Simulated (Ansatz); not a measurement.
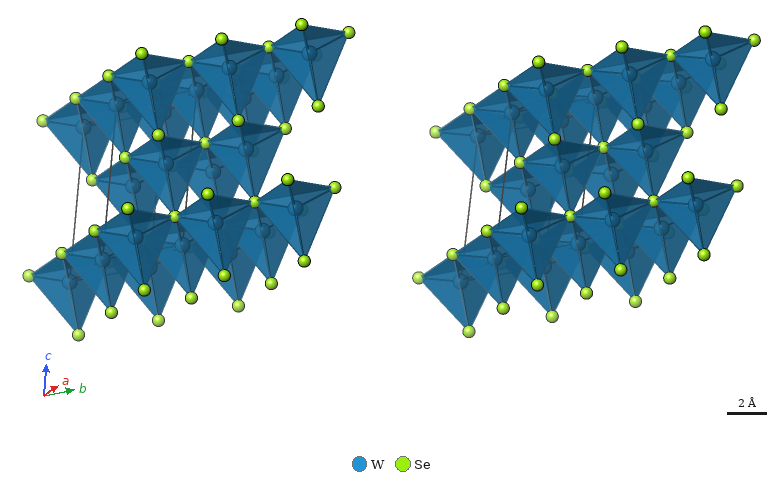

Two geometries of solid WSe (built on the zinc blende type), drawn at one scale. One is the start of a relaxation, the other its converged end. A polyhedral model of the reduced cell, repeated 2 × 2 × 1 with one cell outlined, seen from a free direction. Lengths and directions refer to the drawn axes.

Method: DFT PBE+U, scalar-relativistic, plane waves, PAW (Ansatz 0.2.0). (plane-wave cutoff 420 eV; k-point mesh 12 × 12 × 6; occupations gaussian; smearing width 0.1 eV; U W 6.2 eV; collinear spin; cell and atoms relaxed; force threshold 0.01 eV/Å; at most 60 steps)

### Which geometry has the lower energy?

The left one is the relaxed one. Case: antiferromagnetic, doubled cell, propagation vector (0, 0, 1/2). The largest moves relative to the cell, 0.018 Å, are those of W and Se atoms. By element the largest moves are Se 0.018 Å, W 0.018 Å. The volume changes by −1.0 %, with a = b 4.417 → 4.243 Å (−3.9 %), c 7.651 → 8.121 Å (+6.1 %), α 73.2° → 74.9°, β 73.2° → 74.9°. Some distances before and after: Se–W 2.705 → 2.867 Å, Se–W 2.705 → 2.647 Å. Bond angles that change, for instance: Se–W–Se 109.5° → 106.5°, W–Se–W 109.5° → 106.5°, W–Se–W 109.5° → 112.3°. The space group (tolerance 0.01 Å) goes from F-43m (No. 216) to R3m (No. 160). Over 3 accepted moves (4 points after the start) the energy falls by 42.2 meV per atom. The largest force component goes from 0.27 to 0.0067 eV/Å. Pressure: −1.02 GPa at the start and 0.00 GPa at the end. The SCF was repeated once at an unchanged geometry on a basis and grid sized afresh for the cell, which shifted the energy by less than 0.05 meV per atom at most. The run may lie on a higher electronic state than the lowest, so the end point isn't shown to be the ground-state structure. Cost: 6.1 min on 1 thread of Intel(R) Xeon(R) Platinum 8259CL CPU @ 2.50GHz (Skylake/Cascade Lake), on a shared host, peak memory 1 GiB.
